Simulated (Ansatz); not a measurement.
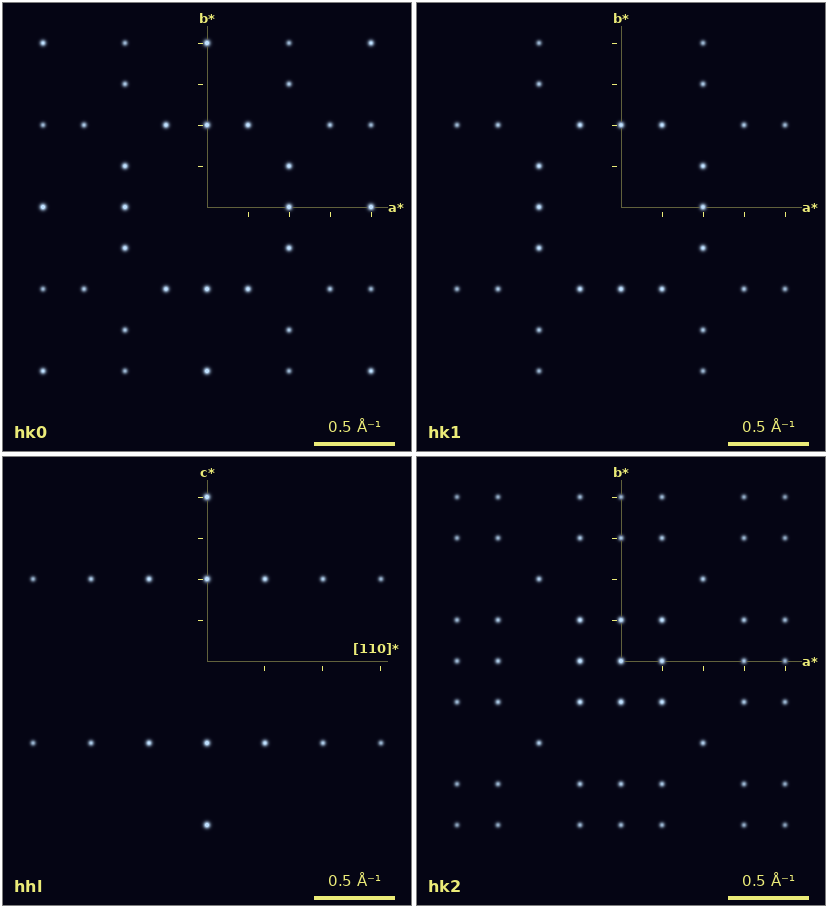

Four undistorted layers of reciprocal space, calculated for a single crystal (X-rays, kinematic |F|², B = 0.5 Å²). Tick marks count the reciprocal lattice steps of the conventional cell along each axis.

The compound is C. Structure: coordinates from a relaxation with Ansatz 0.2.0, DFT, revPBE, plane waves (420 eV) with PAW, scalar-relativistic; the starting structure was generated, so it need not be a known form of this composition.

Question: What cell do the layers give?

Answer: a* = 0.257, b* = 0.257, c* = 0.257 Å⁻¹; the cell is cubic with a = 3.89 Å.

Question: List the systematic absences.

Answer: Reflections are present only under these conditions. hkl: no condition; hk0: no condition; hhl: l = 2n; h00: h = 2n. The lattice is primitive (P). Further gaps, such as 0 4 1, 4 0 1, 1 4 0, come from atoms on special positions, not from the group's general conditions. A few very weak reflections are below the display threshold.

Question: Which space groups fit?

Answer: The intensities have Laue symmetry m-3m (the hk0 layer shows 4mm, hk1 shows 4mm). With these conditions the candidates are P-43n (No. 218), Pm-3n (No. 223). Diffraction geometry alone does not choose among them; the structure has Pm-3n.
